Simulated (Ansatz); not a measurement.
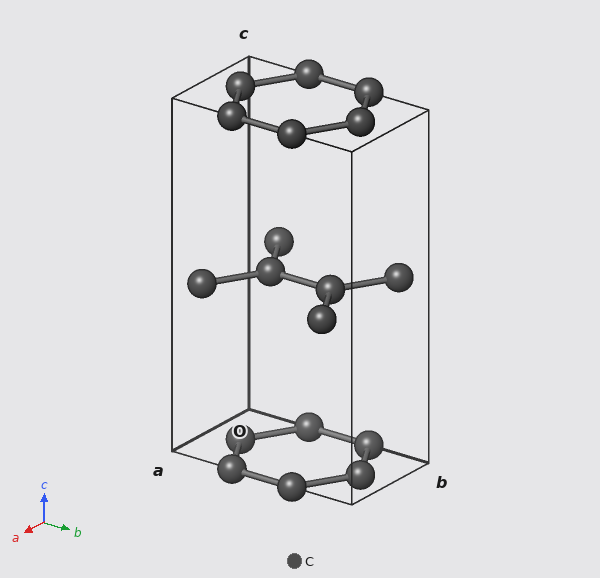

For C, coordinates from a relaxation with Ansatz, DFT PBEsol, scalar-relativistic, plane waves, PAW: one unit cell is drawn above. The drawing is computed from the coordinates (standard cell, symmetry found to 0.002 Å).

```
C
1.0
     2.45913    0.00000    0.00000
     0.00000    4.25841    0.00000
     0.00000    0.00000    7.33712
C
8
Direct
  0.50000 0.66668 0.50000
  0.00000 0.83332 0.50000
  0.50000 0.16668 0.00000
  0.00000 0.33332 0.00000
  0.00000 0.66668 0.00000
  0.50000 0.83332 0.00000
  0.00000 0.16668 0.50000
  0.50000 0.33332 0.50000
```

> What is its point group?

mmm (D2h), order 8, orthorhombic system: three twofold axes, three mirror planes, an inversion centre.

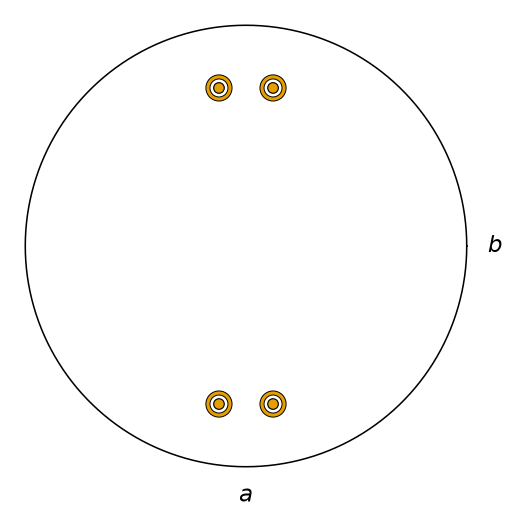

Stereographic projection: filled dots lie in the upper hemisphere, open rings in the lower. The poles are one general form. The c axis points at the viewer.

> What does this class allow?

Class mmm is centrosymmetric, so neither piezoelectric nor pyroelectric; it is not chiral. Its Laue class is mmm.
